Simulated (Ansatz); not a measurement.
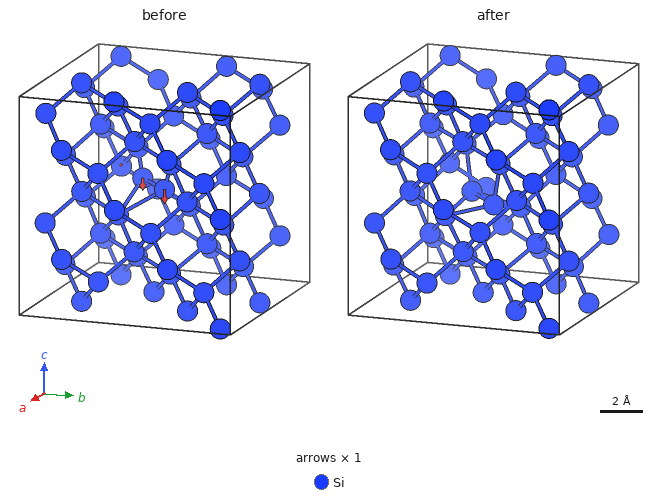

The structure of a defect cell of composition Si65 (cell charge −2) before (left) and after (right) a relaxation, at one scale. The red arrows give the displacements, at their true length.

The picture is a ball-and-stick view of the cell of the calculation (origin shifted), seen slightly off an axis.

Theory: DFT, PBEsol, PAW, plane waves (Ansatz). (plane-wave cutoff 420 eV; k-point mesh 1 × 1 × 1; mesh shifted by (0.25, 0.25, 0.25); collinear spin; atoms relaxed in a fixed cell; force threshold 0.03 eV/Å; at most 80 steps)

What changed between the two?

After 7 geometry steps the energy has fallen by 17.914 eV per cell of the calculation. Largest force component: 36 eV/Å at the start, 0.025 eV/Å at the end. A Si atom moves most: 0.76 Å along −c. The cell doesn't change. Among the contacts that change: Si–Si 1.529 → 2.284 Å, Si–Si 1.572 → 2.311 Å, Si–Si 3.423 → 2.850 Å, Si–Si 3.418 → 2.869 Å. Among the angles between lasting bonds that change: Si–Si–Si 134.8° → 115.4°, Si–Si–Si 132.6° → 113.7°, Si–Si–Si 92.7° → 111.2°. The program noted that the starting moments weren't kept.

Limits of the set-up: the cell is charged, on a uniform background, and energies carry no finite-size correction.
